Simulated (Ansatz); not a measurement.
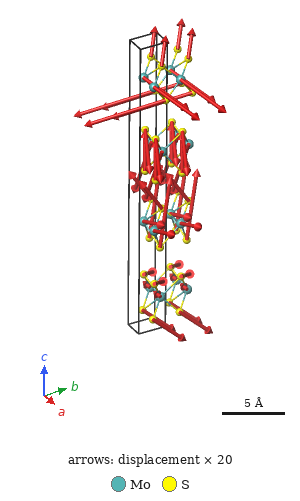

This is a relaxation of crystalline MoS2 (set up in P1). The starting structure is drawn; red arrows show the displacements (the part carried along by the change of the cell is left out), magnified 20 times.

The picture is a ball-and-stick view of the cell of the calculation, repeated 2 × 2 × 1 with one cell outlined, seen slightly off an axis.

Case: all atoms moved at random, sigma 0.15 Å for each component, cell strained at random, sigma 0.01; relaxed back.

The calculation used DFT PBE+D3(BJ), scalar-relativistic, plane waves, PAW (Ansatz 0.2.0). Set-up: plane-wave cutoff 420 eV; k-point mesh 12 × 12 × 1; occupations gaussian; smearing width 0.05 eV; no spin polarisation; cell and atoms relaxed; force threshold 0.01 eV/Å; at most 80 steps.

### What happened in the run?

The atom that moves furthest relative to the cell is an S atom (0.35 Å roughly along [−2 −3 0]). Largest moves by element: S 0.35 Å, Mo 0.32 Å. Cell: a 3.121 → 3.149 Å (+0.9 %), b 3.175 → 3.150 Å (−0.8 %), c 24.237 → 24.181 Å (−0.2 %), α 90.4° → 90.0°, β 88.7° → 90.0°, γ 120.5° → 120.0°. Volume +0.4 %. Near-neighbour distances that change, for instance: Mo–S 2.816 → 2.399 Å, Mo–S 2.731 → 2.399 Å, Mo–S 2.094 → 2.400 Å, Mo–S 2.689 → 2.400 Å. Bond angles that change, for instance: S–Mo–S 153.7° → 135.5°, S–Mo–S 149.9° → 135.5°, S–Mo–S 121.2° → 135.5°. Within 0.06 Å the space group is P1 at the start and P6_3/mmc at the end; at a tighter tolerance small leftover displacements or strains of the cell lower it. Over 4 accepted moves (5 points after the start) the energy falls by 5.758 eV per cell of the calculation. The largest force component goes from 6.5 to 0.0016 eV/Å. The pressure goes from 7.36 to −0.01 GPa. At 1 point the geometry stayed and the basis and grid were re-selected for the new cell (energy shift of 0.1 meV per cell of the calculation at most each time). Cost: 4 min on 2 threads of Intel(R) Xeon(R) Platinum 8375C CPU @ 2.90GHz (Ice Lake), with other jobs on the host, peak memory 1 GiB.
